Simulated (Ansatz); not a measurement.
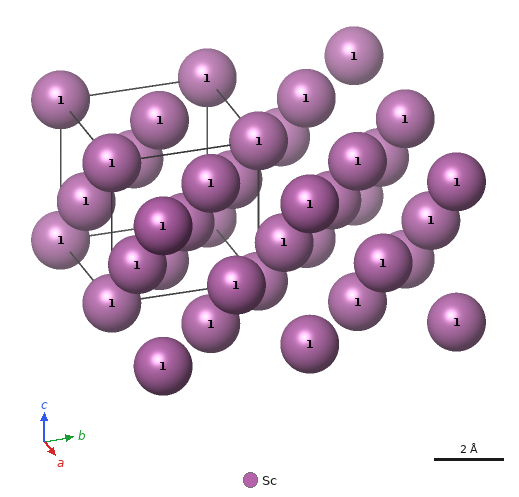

Reference structure: a symmetric starting cell of Sc. Style: spheres-only. Shown: the conventional cell (4 times the calculation's cell), repeated 2 × 2 × 1 with one cell outlined, from a free direction. Lengths and directions refer to the drawn axes.

These are results of DFT PBE, scalar-relativistic, plane waves, PAW (Ansatz), not measurements. (plane-wave cutoff 420 eV; k-point mesh 14 × 14 × 14; occupations gaussian; smearing width 0.1 eV; no spin polarisation)

The variant: The cell is strained by +0.7 % along b, −1.2 % roughly along c, none along the third axis (volume −0.6 %), the atoms keeping their fractional coordinates. No relaxation follows. The starting cell wasn't computed here and needn't be at equilibrium, so pressure and forces aren't due to the change alone.

The input:
```yaml
crystal:
  lattice:
    - [0.00299706, 2.28534907, 2.243140475]
    - [2.272021235, 0.0, 2.246137535]
    - [2.269024175, 2.28534907, 0.00299706]
  atoms:
    - { symbol: Sc, position: [0.0, 0.0, 0.0] }
basis:
  ecutwfc: 420
kpoints:
  mp_grid: { grid: [14, 14, 14] }
hamiltonian:
  xc: pbe
scf:
  occupations: { method: gaussian, width: 0.1 }
output:
  forces: true
  stress: true
  eigenvalues: true
```

Command:
```bash
ansatz run input.yaml --threads 1 --pin off --max-ram 1331MiB --backend cpu --events-out ev --progress --plain --runs-dir out
```

**What does the calculation give for the changed structure?**

Some distances before and after: Sc–Sc 3.211 → 3.186 to 3.220 Å. The space group (tolerance 0.01 Å) goes from Fm-3m (No. 225) to Fmmm (No. 69). The pressure is 3.2 GPa (not all of it need come from the change, since the unchanged cell can be under pressure at this level too). The principal stresses (compression positive) are 3.6 GPa along [−1 0 3], 3.2 GPa along [3 0 1], 3.0 GPa along b. All forces vanish by symmetry.
